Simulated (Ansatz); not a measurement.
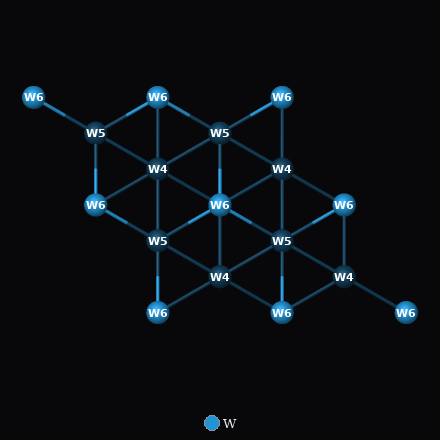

The system is Si on a W(111) slab cut from the Im-3m phase, its upper half relaxed before the scan (6 atoms of substrate and one adsorbate in a 1 × 1 cell); the picture shows it without the atoms that are moved over the map. Si is moved over the surface cell at a fixed height above a rigid substrate; the origin of the map has the adsorbate above W6; the height is held at 2.50 Å. Places are given modulo a cell vector. The map is drawn in real space over the plane of the surface. The scan uses a 9 × 9 grid; 19 points were computed and 62 follow by symmetry. All energies are given in meV relative to the lowest grid point. The runs have no spin polarisation, so an open-shell adsorbate far from the surface lies too high. With one adsorbate in each 1 × 1 cell, its nearest image is 4.5 Å away, so neighbouring adsorbates interact. At a fixed height the lowest place need not be the adsorption site. These are results of Ansatz 0.2.0, DFT PBE+D3(BJ), scalar-relativistic, plane waves, PAW, not measurements. Settings: cutoff 420 eV, k-mesh 6×6×1, gaussian smearing 0.1 eV, no spin polarisation.

Range: position of Si7 along the first surface vector from 0.000 to 0.889; position of Si7 along the second surface vector from 0.000 to 0.889.

### What landscape does the calculation give?

The lowest grid point is at (1/9, 3/9) of the cell vectors [nearest 1 W at 2.82 Å]. The same energy is found at (1/9, 7/9) of the cell vectors [nearest 1 W at 2.82 Å]; (6/9, 7/9) of the cell vectors [nearest 1 W at 2.82 Å]. The highest grid point, a threefold hollow over a third-layer W atom, (6/9, 3/9) of the cell vectors, lies 488 meV above the lowest. At the lowest point the adsorbate has 1 W at 2.82 Å as nearest neighbours, at the highest 3 W at 3.59 Å.

| second ↓, first → | 0/9 | 1/9 | 2/9 | 3/9 | 4/9 | 5/9 | 6/9 | 7/9 | 8/9 |
| --- | --- | --- | --- | --- | --- | --- | --- | --- | --- |
| 8/9 | 122 | 28 | 0 | 77 | 129 | 77 | 0 | 28 | 122 |
| 7/9 | 29 | 0 | 45 | 98 | 98 | 45 | 0 | 29 | 62 |
| 6/9 | 67 | 77 | 98 | 101 | 98 | 77 | 67 | 83 | 83 |
| 5/9 | 174 | 129 | 98 | 98 | 129 | 174 | 219 | 242 | 219 |
| 4/9 | 174 | 77 | 45 | 77 | 174 | 304 | 400 | 400 | 304 |
| 3/9 | 67 | 0 | 0 | 67 | 219 | 400 | 488 | 400 | 219 |
| 2/9 | 29 | 28 | 29 | 83 | 242 | 400 | 400 | 242 | 83 |
| 1/9 | 122 | 122 | 62 | 83 | 219 | 304 | 219 | 83 | 62 |
| 0/9 | 194 | 122 | 29 | 67 | 174 | 174 | 67 | 29 | 122 |

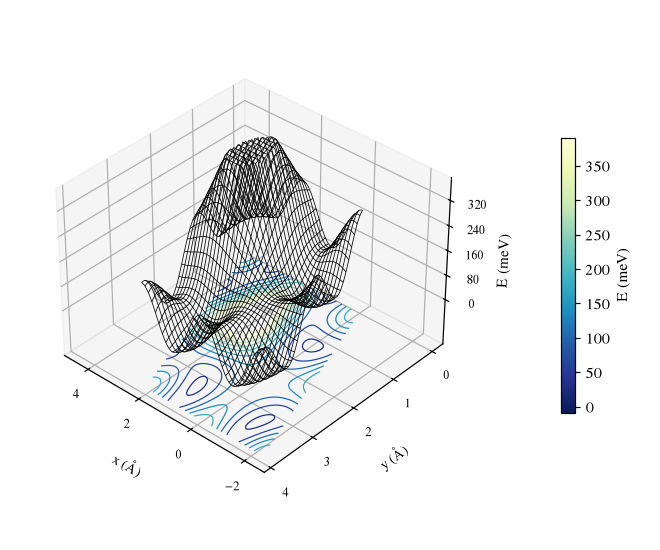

Drawn: a relief with its contours projected below, any walls above the top of the colour scale cut off. Between grid points the surface is interpolated.

The whole map (19 points run) took 22 min on 1 thread of Arm Neoverse N1, with other jobs on the host.

PAW datasets: the set soft_1.
